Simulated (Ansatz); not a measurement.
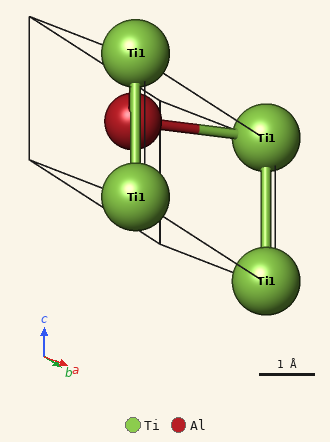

**Figure 1.** The structure as given in the input (ball-and-stick view of the cell of the calculation, set on other vectors, seen at an oblique angle; atoms are numbered from 1 in the order of the input). An atom can appear more than once, as a periodic image.

**Two runs on TiAl**

System: TiAl (2 atoms in the cell).
Method of run A: DFT PBEsol, scalar-relativistic, plane waves, PAW, no spin polarisation (Ansatz 0.2.0).

The structure derives from a Materials Project entry. Text and figures count atoms from 1; the logs count them from 0 in places.

### Input file, run A
```yaml
crystal:
  lattice:
    - [2.8672622327, 0.0, 0.0]
    - [-1.4336311163, 2.4831219328, 0.0]
    - [0.0, 0.0, 4.678083]
  atoms:
    - { symbol: Ti, position: [-0.0294810657, 0.0805437693, 0.0] }
    - { symbol: Al, position: [0.3333333333, 0.6666666667, 0.5] }
basis:
  ecutwfc: 420
kpoints:
  mp_grid: { grid: [18, 18, 10] }
hamiltonian:
  xc: pbesol
scf:
  occupations: { method: gaussian, width: 0.15 }
output:
  forces: true
  stress: true
  eigenvalues: true
```

Launched with:
```bash
ansatz run input.yaml --threads 1 --pin off --max-ram 2560MiB --backend cpu --events-out ev --progress --plain --runs-dir out
```

Hardware: 1 thread of AMD EPYC (Zen 3), 32 GiB of memory available, shared host.

### Output, shortened to warnings, some set-up lines, iterations and results (run A)
```
Basis set: ecut = 420 eV, 663 PW (Γ), exchange–correlation on 40×40×64 points (8 copies of the dense FFT grid, shifted against one another)
Symmetry: 2 space group operations
k-points: 984 of 3240 (time reversal used)
Initial density: superposition of atomic densities (neutral atoms: chi_scale 0, normalization atom), corrected by the library's trained network
[...]
SCF iter   1: F=—  HF=-2998.900089 eV  |F-HF|=—  |Δ(HF+E_count)|=         —  Δρ=9.70e-3  dr2=4.60e-2  ethr=1.77e-3  ⟨swp⟩=5.0  Hψ=59322  notcnv=0
SCF iter   2: F=—  HF=-2998.895009 eV  |F-HF|=—  |Δ(HF+E_count)|=   5.08e-3  Δρ=6.06e-3  dr2=2.19e-2  ethr=3.07e-4  ⟨swp⟩=1.0  Hψ=19680  notcnv=0
SCF iter   3: F=—  HF=-2998.891462 eV  |F-HF|=—  |Δ(HF+E_count)|=   3.55e-3  Δρ=1.13e-3  dr2=9.65e-4  ethr=1.46e-4  ⟨swp⟩=2.0  Hψ=13320  notcnv=0
SCF iter   4: F=—  HF=-2998.891212 eV  |F-HF|=—  |Δ(HF+E_count)|=   2.51e-4  Δρ=2.81e-4  dr2=1.24e-5  ethr=6.44e-6  ⟨swp⟩=2.2  Hψ=15785  notcnv=0
SCF iter   5: F=—  HF=-2998.891184 eV  |F-HF|=—  |Δ(HF+E_count)|=   2.81e-5  Δρ=3.69e-5  dr2=4.04e-7  ethr=8.23e-8  ⟨swp⟩=2.1  Hψ=17884  notcnv=0
SCF iter   6: F=-2998.891184 eV  HF=-2998.891184 eV  |F-HF|=7.33e-9  |Δ(HF+E_count)|=   4.60e-8  Δρ=6.66e-6  dr2=1.08e-8  ethr=6.67e-10  ⟨swp⟩=5.2  Hψ=49469  notcnv=0
SCF 1 converged in 6 iterations: F = -2998.891184 eV  dr2 = 1.08e-8
SCF converged after 6 iterations
Free energy (F): -2998.891184 eV
Harris-Foulkes:  -2998.891184 eV  (|F-HF|=7.33e-9)
Internal energy: -2998.863685 eV  (E = F + TS)
E sigma→0 (E₀):  -2998.877434 eV
Entropy (-TS):   -0.027499 eV (-13.749 meV/atom)
Fermi energy:    10.357526 eV
--- Per-component energies (eV) ---
  E_band       = -169.814428
  E_kinetic    = 295.282534
  E_local      = -1157.997609  (includes V_loc(G=0)·N_el)
  E_nonlocal   = 20.000008
  E_hartree    = 498.961616
  E_xc         = -136.217546
  E_vxc        = -150.800014  (∫ρ·V_xc dr)
  E_paw        = -1477.363627  (= ΣΔE_a)
  E_vpaw       = -174.219589  (= ΣTr[D̂ρ^β])
  E_aug_tail   = 0.000105  (compensation charges beyond the density's cutoff)
  E_ewald      = -1041.687690
  E_core_change = 0.158523  (= ΣΔE_core)
  E_smearing   = -0.027499  (= −TS)
  E_closure    = 0.000000  (closes the sum)
  Σ components = -2998.891184   (vs F -2998.891184, Δ=0.00e0)
--- Forces (eV/Å), atoms counted from 1 ---
  atom   1  Ti     0.18756289    -0.37434496     0.00000000
  atom   2  Al    -0.18757597     0.37438627     0.00000000
  max |Σ_I F_I| component: 4.13e-5 eV/Å
--- Stress (GPa, compression-positive) ---
       -5.055014       3.027738       0.000000
        3.027738       0.308688       0.000000
        0.000000       0.000000      -2.071052
  P = ⅓ Tr σ = -2.2725 GPa (-22.725 kbar)
```

For run B the input was changed thus:
```diff
-    - { symbol: Ti, position: [-0.0294810657, 0.0805437693, 0.0] }
+    - { symbol: Ti, position: [-0.049617008, 0.0402718846, 0.0] }
```

Predict how the results change.

With the same functional and potentials, run B lies 12.2 meV per atom lower. The pressure goes from −2.27 to −2.49 GPa. The largest force goes from 0.419 to 0.310 eV/Å. The number of SCF iterations is the same.

### Output, shortened to warnings, some set-up lines, iterations and results (run B)
```
Basis set: ecut = 420 eV, 663 PW (Γ), exchange–correlation on 40×40×64 points (8 copies of the dense FFT grid, shifted against one another)
Symmetry: 2 space group operations
k-points: 984 of 3240 (time reversal used)
Initial density: superposition of atomic densities (neutral atoms: chi_scale 0, normalization atom), corrected by the library's trained network
[...]
SCF iter   1: F=—  HF=-2998.923934 eV  |F-HF|=—  |Δ(HF+E_count)|=         —  Δρ=9.43e-3  dr2=4.22e-2  ethr=1.77e-3  ⟨swp⟩=5.0  Hψ=59235  notcnv=0
SCF iter   2: F=—  HF=-2998.919045 eV  |F-HF|=—  |Δ(HF+E_count)|=   4.89e-3  Δρ=5.80e-3  dr2=1.96e-2  ethr=2.81e-4  ⟨swp⟩=1.0  Hψ=19680  notcnv=0
SCF iter   3: F=—  HF=-2998.915847 eV  |F-HF|=—  |Δ(HF+E_count)|=   3.20e-3  Δρ=1.07e-3  dr2=8.89e-4  ethr=1.30e-4  ⟨swp⟩=2.0  Hψ=13327  notcnv=0
SCF iter   4: F=—  HF=-2998.915616 eV  |F-HF|=—  |Δ(HF+E_count)|=   2.31e-4  Δρ=2.66e-4  dr2=1.11e-5  ethr=5.93e-6  ⟨swp⟩=2.2  Hψ=15829  notcnv=0
SCF iter   5: F=—  HF=-2998.915589 eV  |F-HF|=—  |Δ(HF+E_count)|=   2.71e-5  Δρ=3.40e-5  dr2=3.74e-7  ethr=7.42e-8  ⟨swp⟩=2.1  Hψ=17865  notcnv=0
SCF iter   6: F=-2998.915589 eV  HF=-2998.915589 eV  |F-HF|=6.60e-9  |Δ(HF+E_count)|=   3.96e-8  Δρ=5.78e-6  dr2=9.82e-9  ethr=6.67e-10  ⟨swp⟩=5.2  Hψ=49261  notcnv=0
SCF 1 converged in 6 iterations: F = -2998.915589 eV  dr2 = 9.82e-9
SCF converged after 6 iterations
Free energy (F): -2998.915589 eV
Harris-Foulkes:  -2998.915589 eV  (|F-HF|=6.60e-9)
Internal energy: -2998.887923 eV  (E = F + TS)
E sigma→0 (E₀):  -2998.901756 eV
Entropy (-TS):   -0.027666 eV (-13.833 meV/atom)
Fermi energy:    10.358898 eV
--- Per-component energies (eV) ---
  E_band       = -169.840403
  E_kinetic    = 295.239372
  E_local      = -1157.730326  (includes V_loc(G=0)·N_el)
  E_nonlocal   = 19.962407
  E_hartree    = 498.838453
  E_xc         = -136.211585
  E_vxc        = -150.793045  (∫ρ·V_xc dr)
  E_paw        = -1477.345007  (= ΣΔE_a)
  E_vpaw       = -174.192481  (= ΣTr[D̂ρ^β])
  E_aug_tail   = 0.000105  (compensation charges beyond the density's cutoff)
  E_ewald      = -1041.799866
  E_core_change = 0.158523  (= ΣΔE_core)
  E_smearing   = -0.027666  (= −TS)
  E_closure    = 0.000000  (closes the sum)
  Σ components = -2998.915589   (vs F -2998.915589, Δ=0.00e0)
--- Forces (eV/Å), atoms counted from 1 ---
  atom   1  Ti     0.28622759    -0.11945914     0.00000000
  atom   2  Al    -0.28625046     0.11947547     0.00000000
  max |Σ_I F_I| component: 2.29e-5 eV/Å
--- Stress (GPa, compression-positive) ---
       -3.865155       2.910965       0.000000
        2.910965      -0.868020       0.000000
        0.000000       0.000000      -2.729572
  P = ⅓ Tr σ = -2.4876 GPa (-24.876 kbar)
```

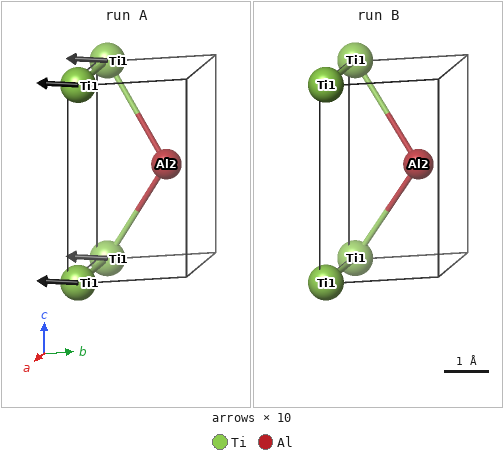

**Figure 2.** The two input geometries at one scale (ball-and-stick view of the cell of the calculation, seen slightly off an axis). The black arrows on the first give the shifts of the atoms relative to the cell, magnified 10 times. The atom that moves furthest is Ti1 (0.10 Å). Al stays in place. The cell doesn't change. Among the contacts that change: Ti1–Al2 2.762 → 2.816 Å.

### The two runs side by side

```tsv
quantity	run A	run B
outcome	converged	converged
free energy per atom (eV)	−1499.4456	−1499.4578
energy per atom, smearing taken to zero (eV)	−1499.4387	−1499.4509
gap on the mesh (eV)	0.00	0.00
pressure (GPa)	−2.27	−2.49
largest force (eV/Å)	0.419	0.310
SCF iterations	6	6
irreducible k-points	984	984
plane waves at Γ	663	663
wall time (shared host)	23 s	24 s
```
